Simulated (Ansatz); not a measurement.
# Does disorder add resistance in series? Mo(100) layers with 50 % Zn

Two lengths of the disordered region are known. What area resistance does the third give?

Set-up. Ansatz 0.2.0, plane waves with PAW datasets at their recommended cutoffs (420 eV for most), Fermi-Dirac smearing; ballistic transmission by layer matching. The area resistance is RA = A (h/2e²)(1/T − 1/N), with T the zone-mean transmission per spin and N the lead's channels, both averaged over a few energies near the Fermi level; for magnets each spin is taken apart, with h/e², and the two conduct in parallel. Lateral cell 2x2, PBE, a fresh random draw for each length.

The runs, with one result withheld:

```
length (Å)  channels N  RA (fΩ m²)
      6.29       6.667        1.94
      12.6       6.677        4.06
      18.9       6.635           ?
```

Worked fit:

Ohm's law makes RA linear in the length: the slope is (4.06 − 1.94)/(12.6 − 6.29) = 0.338 fΩ m² per Å, or 338 µΩ cm. Then 4.06 + 0.338 × 6.29. Predicted: 6.19 fΩ m².

**The withheld run.**

5.91 fΩ m², so the prediction is 4.8 % too high. The three lengths together give 315 µΩ cm. The two increments are 2.1 and 1.8 fΩ m², roughly as Ohm's law has it, though with one draw for each length that is a weak test.

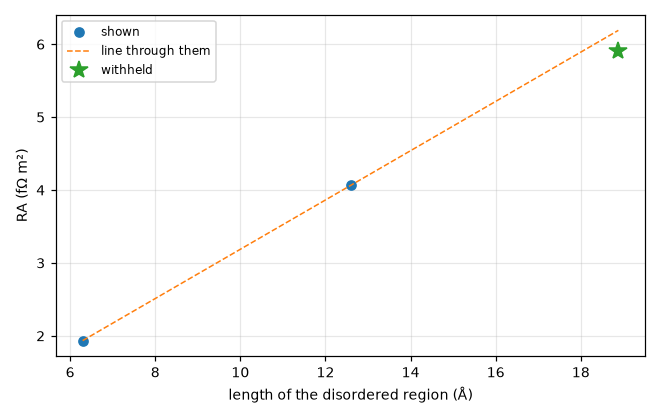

Area resistance against length.

**Limits.** The scatterers repeat sideways with the small cell. The slope is a raw one; a model of isotropic scattering puts it 1.00 times the bulk value over these lengths. Atoms sit unrelaxed on the host's lattice, and the pair may not mix at random in practice.

[Logs are printed without paths, hosts, clocks, repeated set-up lines and the standing remarks that a program may print on its own settings, such as how far it seeks lower states.]
